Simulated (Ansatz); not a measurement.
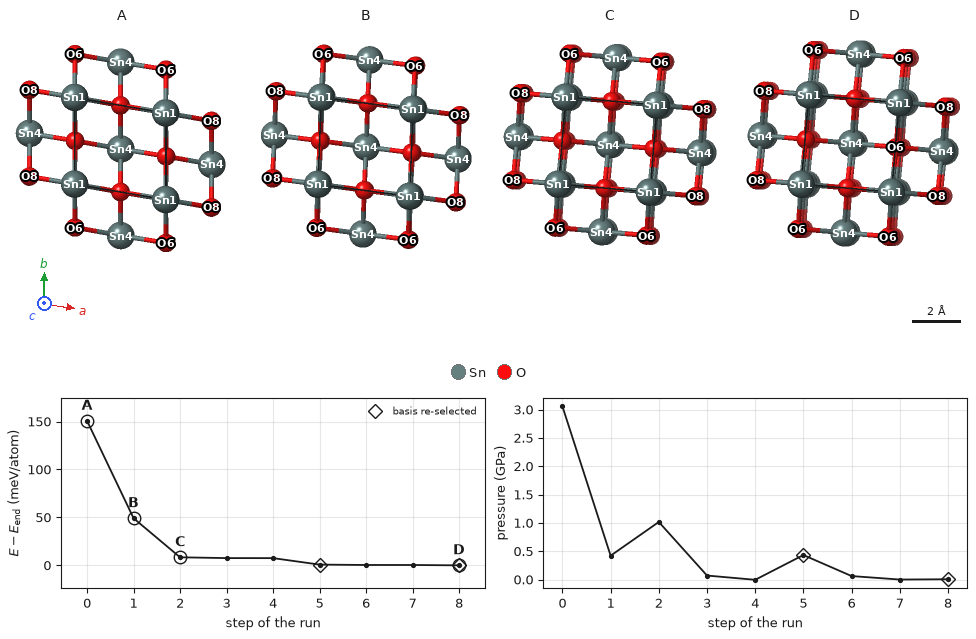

Frames of a relaxation of a crystal of SnO (set up in P1), marked on the history of the run. The picture is a ball-and-stick view of the cell of the calculation, seen along the c axis.

Case: cell sheared at random, sigma 0.06, atoms nudged by 0.01 Å; relaxed back.

Computed with DFT PBE+D3(BJ), scalar-relativistic, plane waves, PAW in Ansatz. Set-up: plane-wave cutoff 420 eV; k-point mesh 10 × 10 × 4; occupations gaussian; smearing width 0.15 eV; no spin polarisation; cell and atoms relaxed; force threshold 0.01 eV/Å; at most 80 steps.

> What happens along the run?

The largest move relative to the cell is that of an O atom, 0.033 Å roughly along [1 1 1]. Largest moves by element: O 0.033 Å, Sn 0.028 Å. The drawn cell changes as follows: a 3.932 → 3.859 Å (−1.9 %), b 3.684 → 3.813 Å (+3.5 %), c 9.731 → 9.517 Å (−2.2 %), β 87.0° → 90.0°, γ 99.6° → 90.0°; the volume changes by +0.9 %. Near-neighbour distances that change, for instance: O–Sn 2.348 → 2.245 Å, O–Sn 2.164 → 2.237 Å, O–Sn 2.190 → 2.237 Å, O–Sn 2.258 → 2.245 Å. Bond angles that change, for instance: O–Sn–O 66.1° → 74.5°, Sn–O–Sn 113.9° → 105.5°, O–Sn–O 82.5° → 74.5°. The space group (tolerance 0.01 Å) goes from P1 (No. 1) to Pmmn (No. 59). Over 6 accepted moves (8 points after the start) the energy falls by 151 meV per atom. Largest force component: 0.48 eV/Å at the start, 0.0007 eV/Å at the end. Pressure: 3.06 GPa at the start and 0.01 GPa at the end. The SCF was repeated twice at an unchanged geometry on a basis and grid sized afresh for the cell, which shifted the energy by 6.7 meV per atom at most. Cost: 6.5 min on 2 threads of Intel(R) Xeon(R) Platinum 8488C (Sapphire Rapids), on a shared host, peak memory 1.2 GiB. From step 0 to 1: an O atom moves most (0.02 Å), volume +1.6 %, energy −102 meV per atom. From step 1 to 2: an O atom moves most (0.06 Å), volume −2.1 %, energy −40.7 meV per atom. From step 2 to 8: O atoms move most (0.05 Å), volume +1.4 %, energy −8.4 meV per atom.

```
step  E − E(0), meV/atom  largest force component, eV/Å  pressure, GPa  volume, Å³/atom                      note
   0                0.00                         0.4752           3.06           17.346                          
   1             -101.59                         0.3280           0.42           17.629                          
   2             -142.33                         0.1240           1.02           17.263                          
   3             -143.17                         0.0083           0.07           17.399                          
   4             -143.21                         0.0061           0.00           17.411                          
   5             -149.95                         0.0084           0.43           17.411  same geometry, new basis
   6             -150.35                         0.0183           0.06           17.505                          
   7             -150.36                         0.0005           0.00           17.507                          
   8             -150.74                         0.0007           0.01           17.507  same geometry, new basis
```
